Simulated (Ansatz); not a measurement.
## A series of single points on PbSe

System: PbSe (Cmcm, 4 atoms in the cell).
Method: Kohn-Sham DFT of a periodic cell, PBE, Ansatz PAW, no spin polarisation (Ansatz 0.2.0).

The 6 runs differ only in the geometry, by an even scaling of the cell at fixed fractional positions. The structure derives from a Materials Project entry.

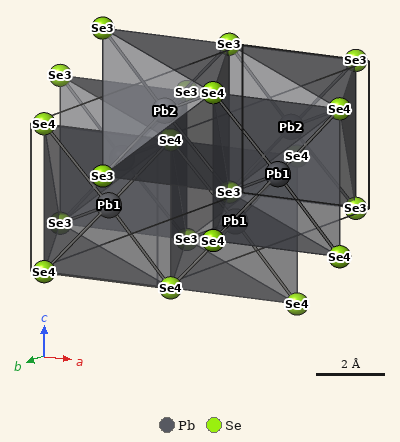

Figure 1. The structure of run 4 (polyhedral view of the cell 2 times as large as that of the calculation, set on its symmetry axes, seen at an oblique angle; polyhedra are completed across the faces of the cell; atoms are numbered from 1 in the order of the input).

## Input of run 4
```yaml
crystal:
  lattice:
    - [2.1691477118, -6.1745707018, 0.0]
    - [2.1691477118, 6.1745707018, 0.0]
    - [0.0, 0.0, 4.4799678963]
  atoms:
    - { symbol: Pb, position: [0.36823927, 0.63176073, 0.25] }
    - { symbol: Pb, position: [0.63176073, 0.36823927, 0.75] }
    - { symbol: Se, position: [0.13871004, 0.86128996, 0.25] }
    - { symbol: Se, position: [0.86128996, 0.13871004, 0.75] }
hamiltonian:
  xc: pbe
  pseudopotentials: { kind: paw }
kpoints:
  mp_grid: { grid: [7, 7, 6] }
scf:
  occupations: { method: fermi_dirac, width: 0.05 }
output:
  forces: true
  stress: true
  eigenvalues: true
```

Command:
```bash
ansatz run input.yaml --threads 2 --pin off --max-ram 5120MiB --backend cpu --events-out ev --progress --plain --runs-dir out
```

Lattice vectors (Å) and fractional positions of run 4:
```
   2.169148   -6.174571    0.000000
   2.169148    6.174571    0.000000
   0.000000    0.000000    4.479968
Pb  0.368239  0.631761  0.250000
Pb  0.631761  0.368239  0.750000
Se  0.138710  0.861290  0.250000
Se  0.861290  0.138710  0.750000
```

Run 3 differs from it as follows:
```diff
-    - [2.1691477118, -6.1745707018, 0.0]
-    - [2.1691477118, 6.1745707018, 0.0]
-    - [0.0, 0.0, 4.4799678963]
+    - [2.15487659, -6.13394735, 0.0]
+    - [2.15487659, 6.13394735, 0.0]
+    - [0.0, 0.0, 4.45049357]
```

## Results, with one run withheld

```csv
run,volume per atom (Å³),"free energy per atom, from the lowest run given (meV)",pressure (GPa),gap on the mesh (eV)
1,27.648,31.30,4.50,0.93
2,28.825,7.56,2.05,0.99
3,29.413,?,?,?
4,30.001,0.00,0.08,1.03
5,30.590,1.29,−0.76,1.04
6,31.178,5.51,−1.52,1.05
```

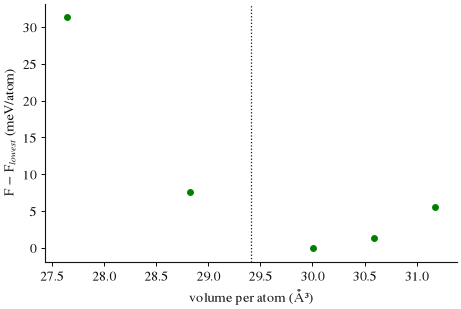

Figure 2. Free energy per atom of the runs given; the dotted line marks run 3.

Estimate the energy of run 3 from the others.

A cubic polynomial in V^(−2/3) (the Birch–Murnaghan form), fitted to the 5 runs given, misses them by under 0.01 meV per atom. With x = V^(−2/3) − 0.10450 Å⁻², it reads F = 0.95913 + 1858.3 x + 8.9022e+05 x² + 1.7079e+06 x³ (meV per atom). At run 3 it gives 1.97 meV per atom, and the run itself gives 1.97. The slope of the fit gives a pressure −dF/dV of 1.01 GPa there, and the run prints 1.01 GPa. The fit has its minimum at 30.053 Å³ per atom, where V d²F/dV² gives 44.9 GPa. Cell shape and fractional positions are held, so this is the stiffness under even scaling; the relaxed bulk modulus wasn't computed and can be far lower in a crystal of layers, chains or molecules like this one. The gap on the mesh goes, without turning, from 0.93 eV in run 1 to 1.05 eV in run 6; run 3 has 1.02 eV. These are gaps of this functional on this mesh, which can miss the band edges; they aren't the measured gap.

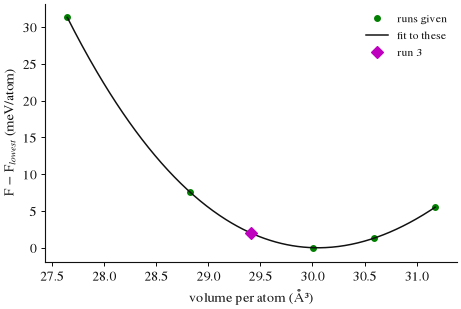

Figure 3. The fit and the withheld run.

## Output, shortened to warnings, some set-up lines, iterations and results (run 3)
```
Basis set: ecut = 420 eV, 2309 PW (Γ), exchange–correlation on 90×90×60 points (8 copies of the dense FFT grid, shifted against one another)
Symmetry: 8 space group operations
k-points: 64 of 294
Initial density: superposition of atomic densities (neutral atoms: chi_scale 0, normalization atom), corrected by the library's trained network
[...]
SCF iter   1: F=—  HF=-34753.044270 eV  |F-HF|=—  |Δ(HF+E_count)|=         —  Δρ=9.06e-4  dr2=1.16e-3  ethr=1.77e-3  ⟨swp⟩=7.4  Hψ=9513  notcnv=0
SCF iter   2: F=—  HF=-34753.042067 eV  |F-HF|=—  |Δ(HF+E_count)|=   2.20e-3  Δρ=5.63e-4  dr2=4.81e-4  ethr=1.94e-6  ⟨swp⟩=2.1  Hψ=4782  notcnv=0
SCF iter   3: F=—  HF=-34753.042170 eV  |F-HF|=—  |Δ(HF+E_count)|=   1.03e-4  Δρ=2.02e-4  dr2=5.39e-5  ethr=8.01e-7  ⟨swp⟩=2.0  Hψ=4144  notcnv=0
SCF iter   4: F=—  HF=-34753.042225 eV  |F-HF|=—  |Δ(HF+E_count)|=   5.52e-5  Δρ=1.02e-4  dr2=1.12e-5  ethr=8.98e-8  ⟨swp⟩=3.0  Hψ=4144  notcnv=0
SCF iter   5: F=—  HF=-34753.042224 eV  |F-HF|=—  |Δ(HF+E_count)|=   1.57e-6  Δρ=2.24e-5  dr2=9.81e-7  ethr=1.87e-8  ⟨swp⟩=2.0  Hψ=3504  notcnv=0
SCF iter   6: F=-34753.042224 eV  HF=-34753.042224 eV  |F-HF|=4.28e-8  |Δ(HF+E_count)|=   4.29e-8  Δρ=7.34e-6  dr2=7.05e-8  ethr=1.67e-10  ⟨swp⟩=6.6  Hψ=12072  notcnv=0
SCF 1 converged in 6 iterations: F = -34753.042224 eV  dr2 = 7.05e-8
SCF converged after 6 iterations
Free energy (F): -34753.042224 eV
Harris-Foulkes:  -34753.042224 eV  (|F-HF|=4.28e-8)
Internal energy: -34753.042222 eV  (E = F + TS)
E sigma→0 (E₀):  -34753.042223 eV
Entropy (-TS):   -0.000002 eV (-0.000 meV/atom)
Fermi energy:    8.680575 eV
--- Per-component energies (eV) ---
  E_band       = -871.417349
  E_kinetic    = 811.653545
  E_local      = -7193.792275  (includes V_loc(G=0)·N_el)
  E_nonlocal   = -491.751988
  E_hartree    = 3345.115116
  E_xc         = -650.508657
  E_vxc        = -461.646745  (∫ρ·V_xc dr)
  E_paw        = -24630.633367  (= ΣΔE_a)
  E_vpaw       = -226.106672  (= ΣTr[D̂ρ^β])
  E_aug_tail   = -0.001044  (compensation charges beyond the density's cutoff)
  E_ewald      = -5943.123551
  E_smearing   = -0.000002  (= −TS)
  E_closure    = -0.000000  (closes the sum)
  Σ components = -34753.042224   (vs F -34753.042224, Δ=0.00e0)
--- Forces (eV/Å), atoms counted from 1 ---
  atom   1  Pb     0.00000000    -0.08362531     0.00000000
  atom   2  Pb     0.00000000     0.08362531     0.00000000
  atom   3  Se     0.00000000     0.12820170     0.00000000
  atom   4  Se     0.00000000    -0.12820170     0.00000000
  max |Σ_I F_I| component: 0.00e0 eV/Å
--- Stress (GPa, compression-positive) ---
        0.931929       0.000000       0.000000
        0.000000       1.169609       0.000000
        0.000000       0.000000       0.933730
  P = ⅓ Tr σ = 1.0118 GPa (10.118 kbar)
```

Notes: Spin–orbit coupling is left out, which matters for Pb.
